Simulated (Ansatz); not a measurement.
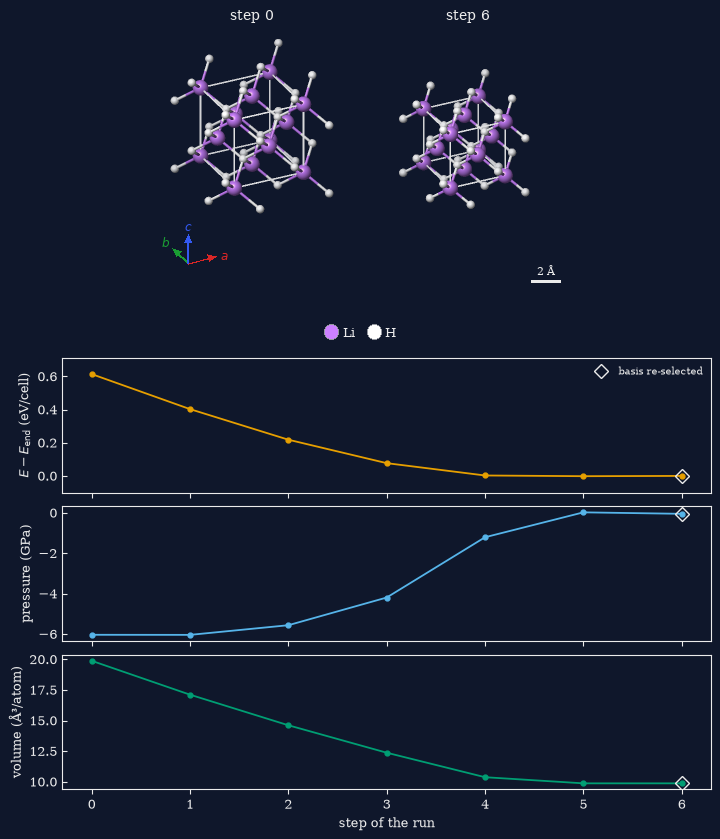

First and last geometry of a relaxation of solid LiH (a generated structure, set up in F-43m) (coarse preliminary run), with the history of the run. A ball-and-stick model of the conventional cell (4 times the calculation's cell), seen from a free direction. Lengths and directions refer to the drawn axes.

Computed with DFT PBE, scalar-relativistic, plane waves, PAW in Ansatz 0.2.0. (plane-wave cutoff 420 eV; k-point mesh 6 × 6 × 6; occupations gaussian; smearing width 0.1 eV; no spin polarisation; cell and atoms relaxed; force threshold 0.04 eV/Å; at most 70 steps)

What do the curves and the structures tell?

Answer. It converged. No atom moves by more than 0.005 Å relative to the cell. The drawn cell changes as follows: a = b = c 5.418 → 4.290 Å (−20.8 %); the volume changes by −50.4 %. Among the contacts that change: H–Li 2.346 → 1.858 Å. The space group stays F-43m (No. 216). The energy falls by 0.614 eV per cell of the calculation in 5 accepted moves (6 points after the start). All forces vanish by symmetry, so only the cell relaxes. Pressure: −6.04 GPa at the start and −0.05 GPa at the end. The SCF was repeated once at an unchanged geometry on a basis and grid sized afresh for the cell, which shifted the energy by 1.7 meV per cell of the calculation at most.
